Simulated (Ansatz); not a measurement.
**What a change does: single-point calculation on SnO2**

System: SnO2 (12 atoms in the cell).
Method of run A: DFT PBEsol, scalar-relativistic, plane waves, PAW, PAW set soft_1, no spin polarisation (Ansatz 0.2.0).

The structure derives from a Materials Project entry. Text and figures count atoms from 1; the logs count them from 0 in places.

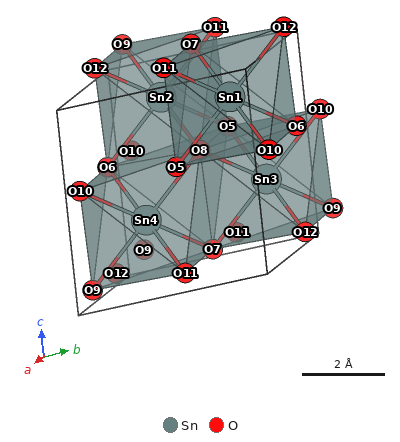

Figure 1. The input geometry (polyhedral view of the cell of the calculation, seen slightly off an axis; polyhedra are completed across the faces of the cell; atoms are numbered from 1 in the order of the input). An atom can appear more than once, as a periodic image.

The input, run A:
```yaml
crystal:
  lattice:
    - [3.2676351403, 1.8865700279, 4.77401494]
    - [-3.2676351403, 1.8865700279, 4.77401494]
    - [0.0, -3.7731400557, 4.7740149401]
  atoms:
    - { symbol: Sn, position: [0.8646807174, 0.8646807174, 0.8646807174] }
    - { symbol: Sn, position: [0.3648245829, 0.3648245829, 0.8648190111] }
    - { symbol: Sn, position: [0.3648245829, 0.8648190111, 0.3648245829] }
    - { symbol: Sn, position: [0.8648190111, 0.3648245829, 0.3648245829] }
    - { symbol: O, position: [0.1235003534, 0.6233501671, 0.6233501671] }
    - { symbol: O, position: [0.6233501671, 0.1235003534, 0.6233501671] }
    - { symbol: O, position: [0.6233501671, 0.6233501671, 0.1235003534] }
    - { symbol: O, position: [0.6062113146, 0.6062113146, 0.6062113146] }
    - { symbol: O, position: [0.1234715296, 0.1234715296, 0.1234715296] }
    - { symbol: O, position: [0.1060883083, 0.1060883083, 0.6062369573] }
    - { symbol: O, position: [0.1060883083, 0.6062369573, 0.1060883083] }
    - { symbol: O, position: [0.6062369573, 0.1060883083, 0.1060883083] }
basis:
  ecutwfc: 520.0
kpoints:
  mp_grid: { grid: [6, 6, 6] }
hamiltonian:
  xc: pbesol
  pseudopotentials: { kind: paw, azcp: { folder: soft_1 } }
scf:
  occupations: { method: gaussian, width: 0.05 }
output:
  forces: true
  stress: true
  eigenvalues: true
```

Launched with:
```bash
ansatz run input.yaml --threads 2 --pin off --max-ram 4096MiB --backend cpu --events-out ev --progress --plain --runs-dir out
```

Hardware: 2 threads of Arm Neoverse N1, 98 GiB of memory available, shared host.

Output, shortened to warnings, some set-up lines, iterations and results (run A):
```
Warning: [file] the record states the generating functional pbe (its physics header spells it `PBE`), which answers neither for hamiltonian.xc's functional nor for the pbesol family's — results may be inconsistent (PPs are generated against a specific XC)
Warning: [file] the record states the generating functional pbe (its physics header spells it `PBE`), which answers neither for hamiltonian.xc's functional nor for the pbesol family's — results may be inconsistent (PPs are generated against a specific XC)
Basis set: ecut = 520 eV, 4757 PW (Γ), exchange–correlation on 96×96×96 points (8 copies of the dense FFT grid, shifted against one another)
Symmetry: 6 space group operations
k-points: 32 of 216 (time reversal used)
Initial density: superposition of atomic densities (chi_scale 0.1, normalization cell, long waves kept (reshape's long-wave potential 0.11 eV rms))
[...]
SCF iter   1: F=—  HF=-28284.701257 eV  |F-HF|=—  |Δ(HF+E_count)|=         —  Δρ=5.39e-2  dr2=3.56e0  ethr=3.10e-3  ⟨swp⟩=5.8  Hψ=8723  notcnv=0  defer=36
SCF iter   2: F=—  HF=-28284.000466 eV  |F-HF|=—  |Δ(HF+E_count)|=   7.01e-1  Δρ=2.82e-2  dr2=1.04e0  ethr=3.10e-3  ⟨swp⟩=3.0  Hψ=3660  notcnv=0  defer=189
SCF iter   3: F=—  HF=-28283.784999 eV  |F-HF|=—  |Δ(HF+E_count)|=   2.15e-1  Δρ=3.47e-3  dr2=2.66e-2  ethr=9.95e-4  ⟨swp⟩=2.8  Hψ=3273  notcnv=0  defer=61
SCF iter   4: F=—  HF=-28283.793744 eV  |F-HF|=—  |Δ(HF+E_count)|=   8.75e-3  Δρ=1.15e-3  dr2=2.02e-3  ethr=2.55e-5  ⟨swp⟩=2.0  Hψ=3641  notcnv=0  defer=61
SCF iter   5: F=—  HF=-28283.797337 eV  |F-HF|=—  |Δ(HF+E_count)|=   3.59e-3  Δρ=4.86e-4  dr2=3.78e-4  ethr=1.94e-6  ⟨swp⟩=2.0  Hψ=2879  notcnv=0  defer=61
SCF iter   6: F=—  HF=-28283.797391 eV  |F-HF|=—  |Δ(HF+E_count)|=   5.46e-5  Δρ=2.19e-4  dr2=7.56e-5  ethr=3.64e-7  ⟨swp⟩=2.0  Hψ=2777  notcnv=0  defer=61
SCF iter   7: F=—  HF=-28283.797336 eV  |F-HF|=—  |Δ(HF+E_count)|=   5.54e-5  Δρ=1.18e-4  dr2=2.08e-5  ethr=7.27e-8  ⟨swp⟩=2.0  Hψ=2777  notcnv=0  defer=61
SCF iter   8: F=—  HF=-28283.797345 eV  |F-HF|=—  |Δ(HF+E_count)|=   9.17e-6  Δρ=2.36e-5  dr2=9.67e-7  ethr=2.00e-8  ⟨swp⟩=2.0  Hψ=2748  notcnv=0  defer=61
SCF iter   9: F=—  HF=-28283.797348 eV  |F-HF|=—  |Δ(HF+E_count)|=   3.00e-6  Δρ=2.46e-5  dr2=9.64e-7  ethr=9.29e-10  ⟨swp⟩=2.1  Hψ=2885  notcnv=0  defer=61
SCF iter  10: F=-28283.797348 eV  HF=-28283.797348 eV  |F-HF|=1.35e-7  |Δ(HF+E_count)|=   6.50e-8  Δρ=6.71e-6  dr2=5.50e-8  ethr=9.62e-11  ⟨swp⟩=8.0  Hψ=8957  notcnv=0
SCF 1 converged in 10 iterations: F = -28283.797348 eV  dr2 = 5.50e-8
SCF converged after 10 iterations
Free energy (F): -28283.797348 eV
Harris-Foulkes:  -28283.797348 eV  (|F-HF|=1.35e-7)
Internal energy: -28283.797348 eV  (E = F + TS)
E sigma→0 (E₀):  -28283.797348 eV
Fermi energy:    6.648383 eV
--- Per-component energies (eV) ---
  E_band       = -550.310937
  E_kinetic    = 2002.788931
  E_local      = -8173.055807  (includes V_loc(G=0)·N_el)
  E_nonlocal   = 1006.446616
  E_hartree    = 3651.174469
  E_xc         = -1055.335698
  E_vxc        = -1036.589264  (∫ρ·V_xc dr)
  E_paw        = -18447.676624  (= ΣΔE_a)
  E_vpaw       = -1652.254134  (= ΣTr[D̂ρ^β])
  E_aug_tail   = 0.001931  (compensation charges beyond the density's cutoff)
  E_ewald      = -7269.562827
  E_core_change = 1.421661  (= ΣΔE_core)
  E_smearing   = -0.000000  (= −TS)
  E_closure    = -0.000000  (closes the sum)
  Σ components = -28283.797348   (vs F -28283.797348, Δ=0.00e0)
--- Forces (eV/Å), atoms counted from 1 ---
  atom   1  Sn     0.00000000     0.00000000     0.00394743
  atom   2  Sn    -0.00000000    -0.00038921    -0.00135122
  atom   3  Sn    -0.00033706     0.00019460    -0.00135122
  atom   4  Sn     0.00033706     0.00019460    -0.00135122
  atom   5  O     -0.00134241    -0.00077504     1.22288364
  atom   6  O      0.00134241    -0.00077504     1.22288364
  atom   7  O      0.00000000     0.00155008     1.22288364
  atom   8  O      0.00000000    -0.00000000    -1.22421842
  atom   9  O      0.00000000     0.00000000     1.22035383
  atom  10  O      0.00000000     0.00146418    -1.22156039
  atom  11  O      0.00126802    -0.00073209    -1.22156039
  atom  12  O     -0.00126802    -0.00073209    -1.22156039
  max |Σ_I F_I| component: 1.05e-6 eV/Å
--- Stress (GPa, compression-positive) ---
      -12.616520       0.000000       0.000000
        0.000000     -12.616520       0.000000
        0.000000       0.000000     -10.184326
  P = ⅓ Tr σ = -11.8058 GPa (-118.058 kbar)
```

For run B the input was changed thus:
```diff
-    - [3.2676351403, 1.8865700279, 4.77401494]
-    - [-3.2676351403, 1.8865700279, 4.77401494]
-    - [0.0, -3.7731400557, 4.7740149401]
+    - [3.0615520284, 1.7675878878, 5.0499280191]
+    - [-3.0615520284, 1.7675878878, 5.0499280191]
+    - [0.0, -3.5351757754, 5.0499280191]
```

What does this change do to the results?

With the same functional and potentials, run B lies 29.7 meV per atom higher. The gap on the mesh goes from 1.51 to 2.65 eV. The pressure goes from −11.81 to 4.73 GPa. The largest force goes from 1.224 to 1.003 eV/Å. The volume per atom goes from 14.71 to 13.66 Å³. The SCF takes 11 iterations against 10. The plane waves at Γ go from 4757 to 4447.

Output, shortened to warnings, some set-up lines, iterations and results (run B):
```
Warning: [file] the record states the generating functional pbe (its physics header spells it `PBE`), which answers neither for hamiltonian.xc's functional nor for the pbesol family's — results may be inconsistent (PPs are generated against a specific XC)
Warning: [file] the record states the generating functional pbe (its physics header spells it `PBE`), which answers neither for hamiltonian.xc's functional nor for the pbesol family's — results may be inconsistent (PPs are generated against a specific XC)
Basis set: ecut = 520 eV, 4447 PW (Γ), exchange–correlation on 96×96×96 points (8 copies of the dense FFT grid, shifted against one another)
Symmetry: 6 space group operations
k-points: 32 of 216 (time reversal used)
Initial density: superposition of atomic densities (chi_scale 0.1, normalization cell, long waves kept (reshape's long-wave potential 0.19 eV rms))
[...]
SCF iter   1: F=—  HF=-28284.557224 eV  |F-HF|=—  |Δ(HF+E_count)|=         —  Δρ=5.66e-2  dr2=4.17e0  ethr=3.10e-3  ⟨swp⟩=6.3  Hψ=8489  notcnv=0  defer=31
SCF iter   2: F=—  HF=-28283.694943 eV  |F-HF|=—  |Δ(HF+E_count)|=   8.62e-1  Δρ=2.95e-2  dr2=1.18e0  ethr=3.10e-3  ⟨swp⟩=3.2  Hψ=4251  notcnv=0  defer=176
SCF iter   3: F=—  HF=-28283.426806 eV  |F-HF|=—  |Δ(HF+E_count)|=   2.68e-1  Δρ=4.03e-3  dr2=3.34e-2  ethr=1.14e-3  ⟨swp⟩=2.6  Hψ=2898  notcnv=0  defer=48
SCF iter   4: F=—  HF=-28283.437243 eV  |F-HF|=—  |Δ(HF+E_count)|=   1.04e-2  Δρ=1.59e-3  dr2=2.70e-3  ethr=3.21e-5  ⟨swp⟩=2.0  Hψ=3744  notcnv=0  defer=48
SCF iter   5: F=—  HF=-28283.441145 eV  |F-HF|=—  |Δ(HF+E_count)|=   3.90e-3  Δρ=8.63e-4  dr2=9.73e-4  ethr=2.59e-6  ⟨swp⟩=2.1  Hψ=2859  notcnv=0  defer=48
SCF iter   6: F=—  HF=-28283.441220 eV  |F-HF|=—  |Δ(HF+E_count)|=   7.49e-5  Δρ=1.54e-4  dr2=4.90e-5  ethr=9.36e-7  ⟨swp⟩=2.0  Hψ=2780  notcnv=0  defer=48
SCF iter   7: F=—  HF=-28283.441197 eV  |F-HF|=—  |Δ(HF+E_count)|=   2.28e-5  Δρ=9.66e-5  dr2=1.32e-5  ethr=4.72e-8  ⟨swp⟩=2.4  Hψ=3850  notcnv=0  defer=48
SCF iter   8: F=—  HF=-28283.441202 eV  |F-HF|=—  |Δ(HF+E_count)|=   5.42e-6  Δρ=3.92e-5  dr2=2.17e-6  ethr=1.27e-8  ⟨swp⟩=2.0  Hψ=2831  notcnv=0  defer=48
SCF iter   9: F=—  HF=-28283.441204 eV  |F-HF|=—  |Δ(HF+E_count)|=   1.59e-6  Δρ=9.80e-6  dr2=1.48e-7  ethr=2.09e-9  ⟨swp⟩=2.2  Hψ=2993  notcnv=0  defer=48
SCF iter  10: F=—  HF=-28283.441204 eV  |F-HF|=—  |Δ(HF+E_count)|=   2.74e-7  Δρ=9.24e-6  dr2=1.21e-7  ethr=9.62e-11  ⟨swp⟩=10.3  Hψ=9188  notcnv=0
SCF iter  11: F=-28283.441204 eV  HF=-28283.441204 eV  |F-HF|=1.58e-9  |Δ(HF+E_count)|=   1.07e-8  Δρ=9.36e-7  dr2=8.06e-10  ethr=9.62e-11  ⟨swp⟩=5.0  Hψ=6927  notcnv=0
SCF 1 converged in 11 iterations: F = -28283.441204 eV  dr2 = 8.06e-10
SCF converged after 11 iterations
Free energy (F): -28283.441204 eV
Harris-Foulkes:  -28283.441204 eV  (|F-HF|=1.58e-9)
Internal energy: -28283.441204 eV  (E = F + TS)
E sigma→0 (E₀):  -28283.441204 eV
Fermi energy:    7.767364 eV
--- Per-component energies (eV) ---
  E_band       = -480.911236
  E_kinetic    = 2028.232933
  E_local      = -8600.484644  (includes V_loc(G=0)·N_el)
  E_nonlocal   = 1011.091006
  E_hartree    = 3892.548238
  E_xc         = -1063.464723
  E_vxc        = -1047.334168  (∫ρ·V_xc dr)
  E_paw        = -18452.223269  (= ΣΔE_a)
  E_vpaw       = -1657.513986  (= ΣTr[D̂ρ^β])
  E_aug_tail   = 0.001957  (compensation charges beyond the density's cutoff)
  E_ewald      = -7100.564364
  E_core_change = 1.421661  (= ΣΔE_core)
  E_smearing   = -0.000000  (= −TS)
  E_closure    = 0.000000  (closes the sum)
  Σ components = -28283.441204   (vs F -28283.441204, Δ=0.00e0)
--- Forces (eV/Å), atoms counted from 1 ---
  atom   1  Sn     0.00000000     0.00000000     0.00255497
  atom   2  Sn     0.00000000     0.00161331    -0.00089634
  atom   3  Sn     0.00139717    -0.00080666    -0.00089634
  atom   4  Sn    -0.00139717    -0.00080666    -0.00089634
  atom   5  O     -0.00011011    -0.00006357     1.00061590
  atom   6  O      0.00011011    -0.00006357     1.00061590
  atom   7  O      0.00000000     0.00012714     1.00061590
  atom   8  O     -0.00000000    -0.00000000    -1.00329607
  atom   9  O      0.00000000     0.00000000     0.99573275
  atom  10  O     -0.00000000     0.00005863    -0.99804948
  atom  11  O      0.00005078    -0.00002932    -0.99804948
  atom  12  O     -0.00005078    -0.00002932    -0.99804948
  max |Σ_I F_I| component: 1.89e-6 eV/Å
--- Stress (GPa, compression-positive) ---
       11.472237       0.000000      -0.000000
        0.000000      11.472237      -0.000000
       -0.000000      -0.000000      -8.747654
  P = ⅓ Tr σ = 4.7323 GPa (47.323 kbar)
```

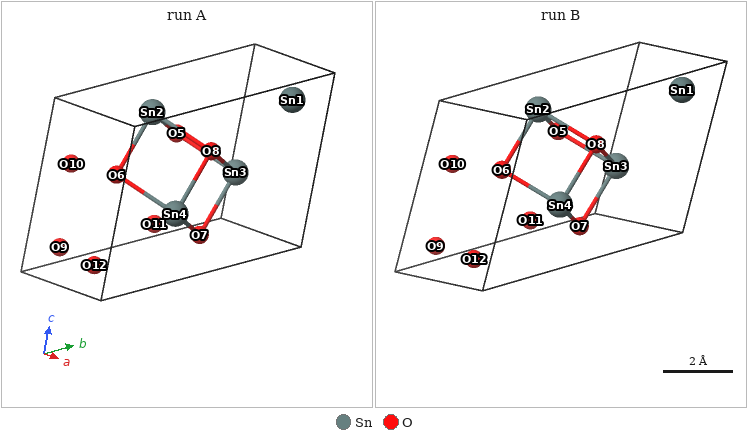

Figure 2. The two input geometries at one scale (ball-and-stick view of the cell of the calculation, seen slightly off an axis). No atom moves by more than 0.005 Å relative to the cell. The drawn cell changes as follows: a = b = c 6.085 → 6.164 Å (+1.3 %), α 65.0° → 59.6°, β 65.0° → 59.6°, γ 65.0° → 59.6°; the volume changes by −7.1 %. Among the contacts that change: Sn1–O10 2.169 → 2.099 Å.

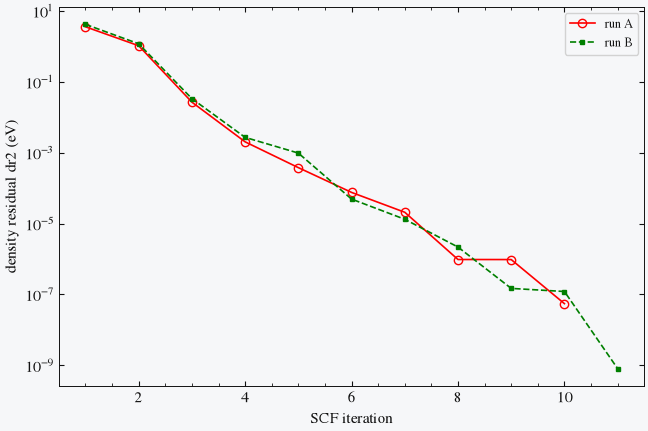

Figure 3. Convergence of the two runs: density residual dr2 against the SCF iteration. Run A takes 10 iterations in all, and run B takes 11.

The two runs side by side:

```tsv
quantity	run A	run B
outcome	converged	converged
free energy per atom (eV)	−2356.9831	−2356.9534
gap on the mesh (eV)	1.51	2.65
pressure (GPa)	−11.81	4.73
volume per atom (Å³)	14.71	13.66
largest force (eV/Å)	1.224	1.003
SCF iterations	10	11
irreducible k-points	32	32
plane waves at Γ	4757	4447
wall time (shared host)	41 s	45 s
```

For both runs: Warnings: the PAW datasets were made with another functional. For run A: The cell is under a tension of 11.8 GPa at this level, so it is not at its equilibrium volume.
